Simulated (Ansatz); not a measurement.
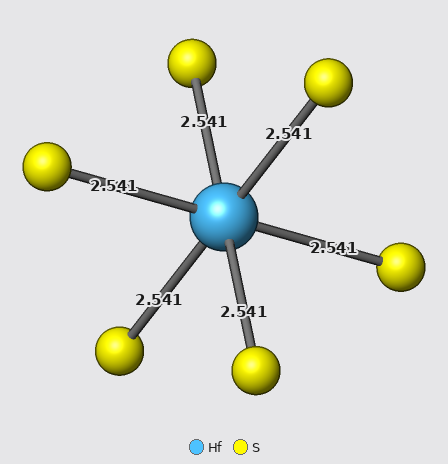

The surroundings of site Hf1 (at 0.000, 0.000, 0.000) in HfS$_{2}$ (P-3m1, No. 164), with bond lengths in Å.

Source of the atomic positions: the end point of a relaxation with DFT, PBE-D3(BJ), plane waves, PAW (Ansatz); the starting structure was generated, so it need not be a known form of this composition.

```yaml
crystal:
  lattice:
    - [3.61040, 0.00000, 0.00000]
    - [-1.80520, 3.12670, 0.00000]
    - [0.00000, 0.00000, 5.76660]
  atoms:
    - { symbol: Hf, position: [0.00000, 0.00000, 0.00000] }
    - { symbol: S, position: [0.33333, 0.66667, 0.25204] }
    - { symbol: S, position: [0.66667, 0.33333, 0.74796] }
```

Bond valence s = exp((R0 − d)/b), R0 fitted to published crystal structures with b = 0.37 Å; R0 in Å: Hf4+–S 2.397.

Calculate the bond-valence sum of Hf1 from the bonds drawn.

6 × 0.678 = 4.07 v.u., against a formal valence of 4: a close match.

And over the whole structure?

```json
{"site": "Hf1", "x, y, z": "0.000, 0.000, 0.000", "formal valence": "+4", "bond-valence sum": "4.10", "difference": "0.10"}
{"site": "S1", "x, y, z": "0.333, 0.667, 0.252", "formal valence": "−2", "bond-valence sum": "2.05", "difference": "0.05"}
```

These sums include all anions within 5 Å. The global instability index (root mean square of the differences over all atoms) is 0.07 v.u.: little strain. Cells relaxed with PBE tend to have slightly long bonds, which lowers the sums.
